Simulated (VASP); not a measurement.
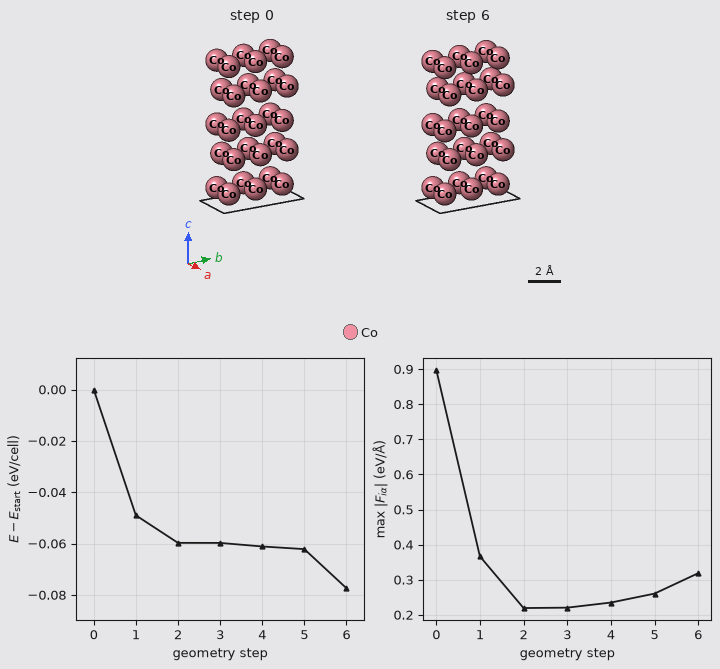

First and last geometry of a relaxation of a slab of composition Co, with the history of the run. Style: spheres-only. Shown: the 2 × 3 repeat of the cell, outlined in the plane, without the vacuum, slightly off an axis.

The run lets the atoms move in a fixed cell. 2 atoms are held fixed.

Method: Kohn-Sham DFT of a periodic cell, BEEF-vdW, VASP PAW PBE potentials, recommended in VASP.

The input:
```
SYSTEM = Co
PREC = Accurate
ENCUT = 520
EDIFF = 1E-6
ISMEAR = 0
SIGMA = 0.05
LREAL = .FALSE.
LASPH = .TRUE.
NELM = 120
ALGO = Normal
ISIF = 2
LWAVE = .FALSE.
LCHARG = .FALSE.
ISPIN = 2
MAGMOM = 2 2 2 2 2
LORBIT = 11
LMAXMIX = 4
LDIPOL = .TRUE.
IDIPOL = 3
DIPOL = 0.5 0.5 0.499
GGA = BF
LUSE_VDW = .TRUE.
ZAB_VDW = -1.8867
IBRION = 2
NSW = 40
EDIFFG = -0.01
```

Launched with:
```bash
cat potpaw_PBE.64/Co/POTCAR > POTCAR
mpirun -np 1 vasp_std > vasp.out
```

Question: Did the run converge, and what did it change?

Answer: The run was cut off at its time limit before the relaxation converged, so the last structure is only a point on the way. Over 6 geometry steps the energy falls by 77.4 meV per cell of the calculation. The largest force component goes from 0.9 to 0.32 eV/Å. A Co atom moves most: 0.073 Å along the normal (−c). The lattice vectors keep their values. Near-neighbour distances that change, for instance: Co–Co 2.554 → 2.442 Å, Co–Co 2.423 → 2.506 Å, Co–Co 2.554 → 2.522 Å. It ran on 1 thread of Intel(R) Xeon(R) 6975P-C (Granite Rapids), on a shared host.

```
step  E − E(0), meV/atom  largest force component, eV/Å
   0                0.00                         0.8986
   1               -9.79                         0.3667
   2              -11.94                         0.2195
   3              -11.95                         0.2207
   4              -12.22                         0.2352
   5              -12.43                         0.2606
   6              -15.47                         0.3188
```

Limits of the set-up: only the magnetic order of this start and cell was tried (total moment 8.5 μB per cell).
